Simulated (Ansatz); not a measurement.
# Run report: GaN, single-point calculation (part 2 of 2)

Continued. System: GaN (P6₃mc, 36 atoms in the cell). Method: DFT, PBE, plane waves, PAW, no spin polarisation (Ansatz 0.2.0); cutoff 420 eV, 3×3×3 k-mesh, Gaussian smearing of 0.01 eV. The structure derives from a Materials Project entry.

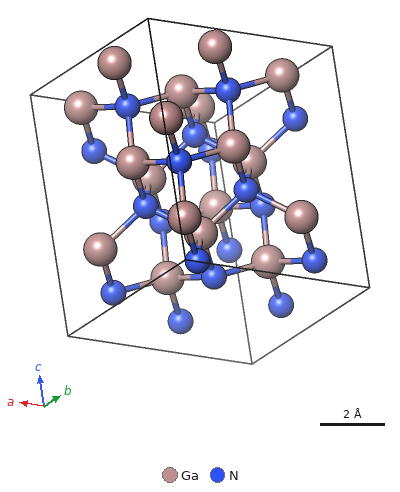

Figure 1. The structure (ball-and-stick view of the cell of the calculation, seen at an oblique angle).

Output, continued:
```
  k-point 0: bands = ["-6.4721", "-5.7061", "-5.7061", "-5.7061", "-5.7061", "-5.7061", "-5.7061", "-5.6705", "-5.5698", "-5.5698", "-5.5698", "-5.5698", "-5.5698", "-5.5698", "-5.5629", "-5.5629", "-5.5628", "-5.5628", "-4.2032", "-4.1894", "-4.1894", "-4.1892", "-4.1892", "-4.1458", "-4.1458", "-4.1458", "-4.1458", "-4.1458", "-4.1458", "-4.1339", "-4.1339", "-4.0971", "-4.0971", "-4.0971", "-4.0971", "-4.0971", "-4.0971", "-4.0904", "-4.0904", "-4.0904", "-4.0904", "-4.0904", "-4.0904", "-4.0254", "-4.0254", "-4.0254", "-4.0254", "-4.0254", "-4.0254", "-4.0012", "-4.0012", "-4.0012", "-4.0012", "-3.9881", "-3.9881", "-3.9842", "-3.9842", "-3.9842", "-3.9842", "-3.9842", "-3.9842", "-3.9738", "-3.9738", "-3.9737", "-3.9737", "-3.9608", "-3.9608", "-3.9485", "-3.9485", "-3.9485", "-3.9485", "-3.9485", "-3.9485", "-3.9311", "-3.9311", "-3.9072", "-3.9072", "-3.9072", "-3.9072", "-3.9072", "-3.9072", "-3.8892", "-3.8892", "-3.8764", "-3.8764", "-3.8764", "-3.8764", "-3.8764", "-3.8764", "-3.8714", "-3.8714", "-3.2950", "-3.2950", "-3.2950", "-3.2950", "-3.2950", "-3.2950", "-2.6168", "-2.6117", "-2.6117", "-2.6117", "-2.6117", "-2.6117", "-2.6117", "-2.1928", "-2.1928", "-2.1927", "-2.1927", "2.4007", "3.5349", "3.5349", "3.5349", "3.5349", "3.5349", "3.5349", "4.0088", "4.0088", "4.0088", "4.0088", "4.1776", "4.1776", "4.3985", "4.3985", "4.3985", "4.3985", "4.3985", "4.3985", "6.1861", "6.1861", "6.1861", "6.1861", "6.1861", "6.1861", "6.3926", "6.3926", "6.3926", "6.3926", "6.6380", "6.6380", "7.3235", "7.3235", "7.3235", "7.3235", "7.3235", "7.3235", "7.9948", "7.9948", "7.9948", "7.9948", "7.9948", "7.9948", "8.0985", "8.0985", "8.0985", "8.0985", "8.0985", "8.0985", "8.2656", "8.2656", "9.2250", "9.2613", "9.2613", "10.9715", "13.3284"]
  k-point 1: bands = ["-6.3292", "-5.9954", "-5.6873", "-5.6873", "-5.6726", "-5.6726", "-5.6530", "-5.6286", "-5.6286", "-5.6142", "-5.6142", "-5.6112", "-5.5787", "-5.5512", "-5.5367", "-5.5367", "-5.5350", "-5.5350", "-4.1878", "-4.1725", "-4.1702", "-4.1702", "-4.1565", "-4.1482", "-4.1416", "-4.1357", "-4.1357", "-4.1334", "-4.1304", "-4.1232", "-4.1232", "-4.1212", "-4.1149", "-4.1144", "-4.1144", "-4.1096", "-4.1096", "-4.1018", "-4.0883", "-4.0883", "-4.0717", "-4.0717", "-4.0683", "-4.0665", "-4.0665", "-4.0563", "-4.0563", "-4.0506", "-4.0213", "-4.0115", "-4.0115", "-4.0045", "-3.9985", "-3.9985", "-3.9889", "-3.9889", "-3.9869", "-3.9869", "-3.9858", "-3.9858", "-3.9822", "-3.9822", "-3.9794", "-3.9794", "-3.9641", "-3.9590", "-3.9579", "-3.9515", "-3.9515", "-3.9475", "-3.9413", "-3.9408", "-3.9408", "-3.9252", "-3.9075", "-3.9075", "-3.9012", "-3.9012", "-3.8948", "-3.8948", "-3.8946", "-3.8946", "-3.8913", "-3.8862", "-3.8862", "-3.8774", "-3.8749", "-3.8749", "-3.8731", "-3.8724", "-3.8710", "-3.8385", "-3.2856", "-3.2856", "-3.0387", "-3.0387", "-3.0330", "-3.0330", "-2.6823", "-2.6525", "-2.6282", "-2.5924", "-2.5924", "-2.4915", "-2.1902", "-2.1902", "-2.0296", "-2.0296", "2.7751", "2.8691", "3.0855", "3.1724", "3.1724", "3.4172", "3.4172", "3.5955", "4.0602", "4.0602", "4.1571", "4.1571", "4.2374", "4.2374", "4.5932", "4.5932", "4.9965", "4.9965", "5.6936", "5.6936", "5.9321", "5.9321", "5.9648", "6.4224", "6.4757", "6.4757", "6.9305", "6.9305", "6.9761", "6.9761", "7.1297", "7.2292", "7.2292", "7.2878", "7.3152", "7.3152", "7.4521", "7.5642", "7.5642", "7.5726", "7.6152", "7.6396", "7.6691", "7.6691", "7.7768", "7.7768", "7.9639", "7.9639", "8.0578", "8.0662", "8.5198", "8.6873", "9.0229", "9.1178", "12.0860", "13.3340"]
  k-point 2: bands = ["-6.2393", "-5.8846", "-5.8846", "-5.7931", "-5.7057", "-5.6819", "-5.6818", "-5.5937", "-5.5937", "-5.5896", "-5.5896", "-5.5627", "-5.5627", "-5.5592", "-5.5592", "-5.5319", "-5.5295", "-5.5295", "-4.1804", "-4.1697", "-4.1507", "-4.1507", "-4.1444", "-4.1391", "-4.1379", "-4.1379", "-4.1342", "-4.1309", "-4.1309", "-4.1294", "-4.1294", "-4.1264", "-4.1225", "-4.1167", "-4.1144", "-4.1144", "-4.1102", "-4.1079", "-4.0954", "-4.0812", "-4.0812", "-4.0634", "-4.0634", "-4.0630", "-4.0630", "-4.0390", "-4.0390", "-4.0367", "-4.0367", "-4.0357", "-4.0357", "-4.0316", "-4.0138", "-3.9957", "-3.9957", "-3.9905", "-3.9894", "-3.9894", "-3.9772", "-3.9693", "-3.9693", "-3.9643", "-3.9633", "-3.9633", "-3.9556", "-3.9556", "-3.9498", "-3.9498", "-3.9477", "-3.9465", "-3.9407", "-3.9407", "-3.9350", "-3.9265", "-3.9265", "-3.9138", "-3.9034", "-3.9034", "-3.8988", "-3.8984", "-3.8974", "-3.8974", "-3.8877", "-3.8877", "-3.8840", "-3.8832", "-3.8832", "-3.8793", "-3.8793", "-3.8770", "-3.8514", "-3.6609", "-3.6609", "-3.5632", "-3.3179", "-2.9455", "-2.8674", "-2.7732", "-2.7732", "-2.5841", "-2.5841", "-2.5502", "-2.5502", "-2.2278", "-2.2278", "-2.1342", "-2.0884", "-2.0884", "2.9534", "3.2520", "3.2520", "3.2871", "3.2871", "3.3262", "3.4612", "3.4612", "3.5203", "3.5203", "3.8108", "3.8108", "4.0692", "4.7098", "5.0836", "5.0836", "5.1879", "5.1879", "5.2545", "5.2998", "5.7006", "5.7006", "6.4328", "6.4328", "6.6667", "6.6667", "6.7080", "6.7397", "6.7397", "6.9209", "6.9209", "7.0180", "7.0180", "7.0606", "7.3399", "7.3399", "7.4281", "7.4364", "7.5546", "7.5546", "7.6283", "7.6514", "7.7871", "7.7871", "8.0217", "8.1494", "8.2582", "8.2678", "8.2876", "8.2876", "8.4009", "8.4009", "8.8257", "9.0131", "12.5693", "13.9284"]
  k-point 5: bands = ["-6.0653", "-5.9631", "-5.8338", "-5.8322", "-5.8322", "-5.7042", "-5.7042", "-5.6535", "-5.5951", "-5.5708", "-5.5708", "-5.5437", "-5.5437", "-5.5365", "-5.5365", "-5.5316", "-5.5293", "-5.5293", "-4.1637", "-4.1588", "-4.1558", "-4.1534", "-4.1506", "-4.1450", "-4.1432", "-4.1432", "-4.1397", "-4.1343", "-4.1343", "-4.1257", "-4.1257", "-4.1154", "-4.1154", "-4.1020", "-4.1020", "-4.1017", "-4.0924", "-4.0924", "-4.0912", "-4.0760", "-4.0760", "-4.0716", "-4.0716", "-4.0624", "-4.0599", "-4.0457", "-4.0457", "-4.0392", "-4.0392", "-4.0315", "-4.0315", "-4.0030", "-4.0020", "-3.9976", "-3.9976", "-3.9846", "-3.9846", "-3.9805", "-3.9805", "-3.9803", "-3.9757", "-3.9697", "-3.9673", "-3.9673", "-3.9567", "-3.9567", "-3.9506", "-3.9506", "-3.9502", "-3.9502", "-3.9495", "-3.9396", "-3.9180", "-3.9175", "-3.9175", "-3.9165", "-3.9006", "-3.9004", "-3.9004", "-3.8992", "-3.8992", "-3.8953", "-3.8953", "-3.8875", "-3.8849", "-3.8849", "-3.8829", "-3.8672", "-3.8672", "-3.8659", "-3.8579", "-3.8097", "-3.5994", "-3.5927", "-3.5927", "-3.0956", "-3.0956", "-2.8205", "-2.4540", "-2.4540", "-2.4189", "-2.3890", "-2.3890", "-2.2831", "-2.2831", "-2.2206", "-2.0564", "-2.0564", "2.8252", "3.1493", "3.1493", "3.1873", "3.2778", "3.2778", "3.2830", "3.2830", "3.6513", "3.6513", "3.7611", "4.3858", "4.3858", "4.9735", "5.2377", "5.2377", "5.2396", "5.2396", "5.6020", "5.6020", "5.7878", "5.7878", "5.8230", "5.8402", "5.8769", "5.9717", "5.9717", "6.3203", "6.3203", "6.6572", "6.8345", "6.9723", "6.9723", "7.5322", "7.5785", "7.5785", "7.6797", "7.7038", "7.7038", "7.8632", "7.8632", "7.9343", "7.9343", "8.0164", "8.1007", "8.1132", "8.1132", "8.2902", "8.3891", "8.3891", "8.4710", "8.6664", "8.6877", "8.8201", "13.1543", "13.5731"]
```

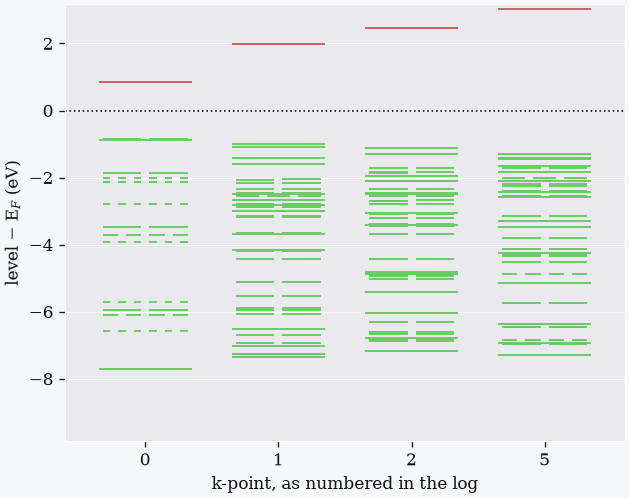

Figure 2. Kohn–Sham levels near the Fermi level (dotted) at the few k-points that the log prints; levels within 0.02 eV of each other stand side by side. Among these points the highest filled and lowest empty levels are 1.71 eV apart, which is the gap on the mesh.

Key numbers:

| quantity | value |
| --- | --- |
| outcome | converged |
| space group (tolerance 0.01 Å) | P6₃mc (186) |
| electrons treated | 324 |
| free energy | −75022.5334 eV |
| Fermi energy | 10.116 eV |
| gap on the k-point mesh | 1.71 eV |
| pressure | −0.01 GPa |
| largest force (length of the vector) | under 0.001 eV/Å |
| wall time | 15 s (CPU time 55 s) |
| peak memory | 1.7 GiB |

Notes:

Settings chosen away from the usual ones: scf.n_extra_bands set to 2.
